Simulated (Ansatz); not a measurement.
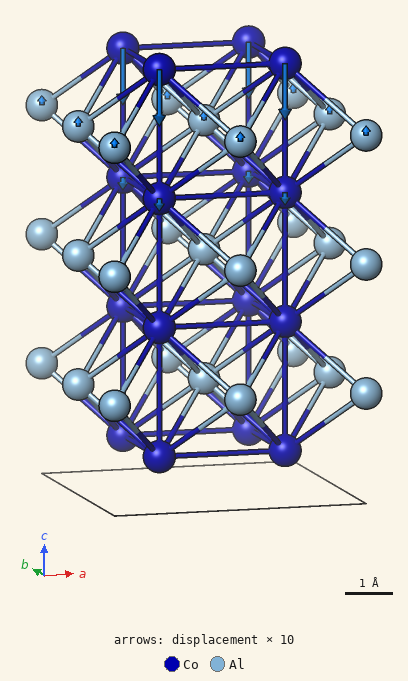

This is a constrained relaxation of a slab of composition Al3Co4 (cut from the Pm-3m phase). The starting structure is drawn; blue arrows show the displacements, 10 times their true length.

A ball-and-stick model of the 2 × 2 repeat of the cell, outlined in the plane, without the vacuum, seen slightly off an axis.

Case: clean slab, lower half held. The slab is the (1 0 0) face of AlCo. 3 atoms are held fixed.

Level of theory: DFT PBEsol, scalar-relativistic, plane waves, PAW (Ansatz).

The input:
```yaml
crystal:
  lattice:
    - [2.822585536, 0.0, 0.0]
    - [0.0, 2.822585536, 0.0]
    - [0.0, 0.0, 25.4677566081]
  atoms:
    - { symbol: Co, position: [0.5, 0.5, 0.3337553492] }
    - { symbol: Al, position: [0.0, 0.0, 0.3891702328] }
    - { symbol: Co, position: [0.5, 0.5, 0.4445851164] }
    - { symbol: Al, position: [0.0, 0.0, 0.5] }
    - { symbol: Co, position: [0.5, 0.5, 0.5554148836] }
    - { symbol: Al, position: [0.0, 0.0, 0.6108297672] }
    - { symbol: Co, position: [0.5, 0.5, 0.6662446508] }
basis:
  ecutwfc: 420
kpoints:
  mp_grid: { grid: [10, 10, 1] }
hamiltonian:
  xc: pbesol
scf:
  occupations: { method: gaussian, width: 0.1 }
output:
  forces: true
  eigenvalues: true
  write_density: true
  write_potential: true
  elf: true
  volumetric_format: npy
relax:
  adjacent_minimum: "off"
  f_tol: 0.03
  max_steps: 70
  constraints: [{ sites: [0, 1, 2] }]
efield:
  axis: 3
  dipole_correction: true
  ramp_width: 0.04
```

Command:
```bash
ansatz run input.yaml --threads 2 --pin off --max-ram 5120MiB --backend cpu --events-out ev --progress --plain --runs-dir out
```

Describe the change and its energy.

Answer. The largest move is that of Co7, 0.13 Å along the normal (−c). By element the largest moves are Co 0.13 Å, Al 0.02 Å. The lattice vectors keep their values. Some distances before and after: Co5–Co7 2.823 → 2.726 Å, Al6–Co7 2.444 → 2.361 Å, Co5–Al6 2.444 → 2.475 Å, Co3–Co5 2.823 → 2.792 Å. After 2 accepted moves (3 points after the start) the energy has fallen by 59.2 meV per cell of the calculation. Largest force component: 0.89 eV/Å at the start, 0.029 eV/Å at the end. 1 step only repeated the SCF at the same geometry.

Limits of the set-up: an element that often carries a moment was run without spin polarisation.
